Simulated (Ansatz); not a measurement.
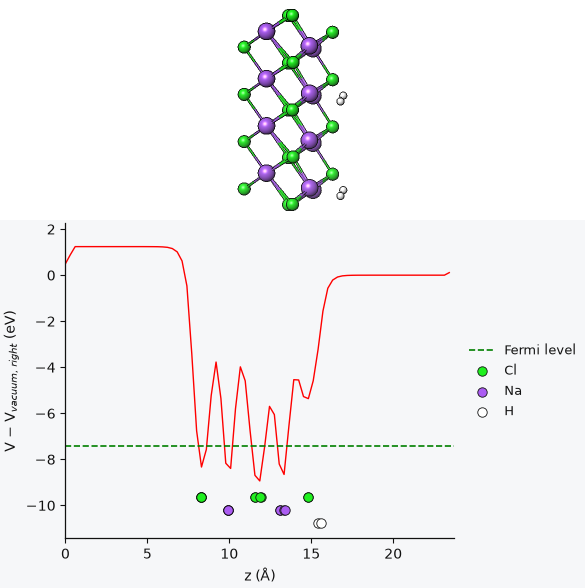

Plane-averaged electrostatic potential energy of an electron across the slab; circles at the bottom mark the heights of the atoms. The structure is drawn too.

System: a (111) slab cut from NaCl (Fm-3m), of composition Na4HCl5 (not the bulk's), ended by Na above and Cl below, 20 atoms in the cell, the whole at its places in the relaxed adsorbed structure.

Level of theory: DFT PBE, scalar-relativistic, plane waves, PAW, no spin polarisation, 2×2×1 k mesh; code Ansatz 0.2.0.

Question: Read off the work function of each face.

Answer: The work function is 7.43 eV at the right face and 8.67 eV at the left.

Question: How thick are slab and vacuum?

Answer: The outermost atoms are 7.3 Å apart, which leaves 16.4 Å of vacuum in a cell 23.7 Å high.

Question: Do the two faces differ, and what does that say about the slab's dipole?

Answer: The vacuum level is 1.24 eV higher at the left than at the right, so the slab carries a dipole along its normal; the ramp in the vacuum, at or near the edge of the plot, is the dipole correction that keeps each side flat.
